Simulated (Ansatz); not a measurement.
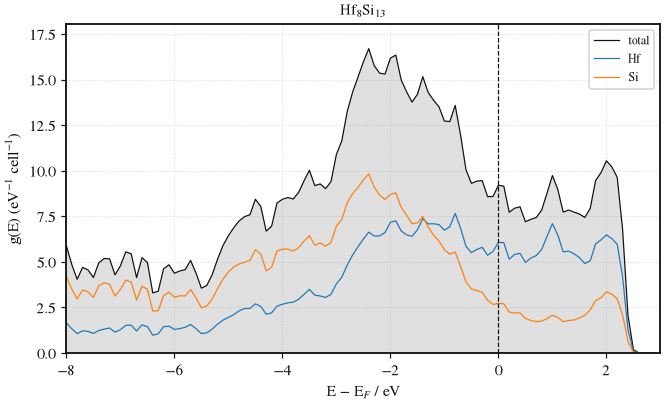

Write a caption that states what the plot shows.

Density of states of Hf₈Si₁₃, space group P1 (No. 1), 21 atoms in the cell. Method: DFT PBEsol, scalar-relativistic, plane waves, PAW, no spin polarisation, 5×5×5 k mesh, 420 eV cutoff, Gaussian smearing of 0.1 eV (Ansatz 0.2.0). Energies are counted from the Fermi level. The partial curves are projected on Löwdin-orthogonalised atomic shells.

It is a metal. The density of states at the Fermi level is about 8.7 per eV and cell (mean within 0.25 eV), or 0.41 per atom. By projected weight, the states within 0.3 eV of the Fermi level are Hf (65 %) and Si (35 %).

Spin-orbit coupling is left out, which matters for Hf.
